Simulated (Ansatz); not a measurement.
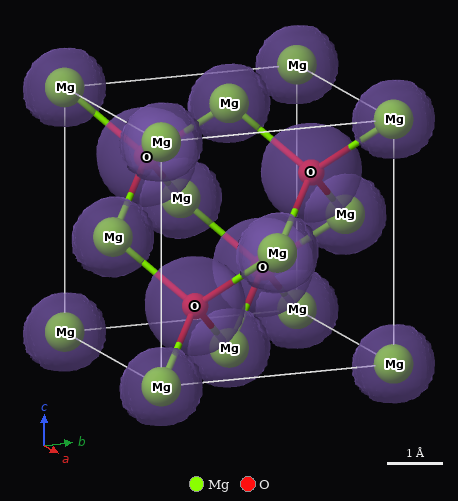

Figure 1: MgO. Isosurface of the valence pseudo-density at 0.5 e/Å³ (purple), seen slightly off an axis. Sticks mark near contacts.

Space group F-43m; a structure generated by program, which may or may not match a known phase.

Theory: Ansatz 0.2.0, DFT PBE, scalar-relativistic, plane waves, PAW.

```
Mg O
1.0
     4.61257    0.00000    0.00000
     0.00000    0.00000   -4.61257
     0.00000    4.61257    0.00000
Mg O
4 4
Direct
  0.50000 0.50000 0.00000
  0.00000 0.50000 0.50000
  0.00000 0.00000 0.00000
  0.50000 0.00000 0.50000
  0.25000 0.75000 0.25000
  0.75000 0.75000 0.75000
  0.75000 0.25000 0.25000
  0.25000 0.25000 0.75000
```

Q: Which contacts does the surface bridge?

A: At this value the density breaks into separate islands; it holds about 85 % of the electrons treated as valence (semicore included). It bridges none of the near contacts. It is pinched off along the sampled Mg–O (2.00 Å) contacts. On the grid the lowest density along these lines, outside the cores, is 0.36 e/Å³ (Mg–O, 2.00 Å).
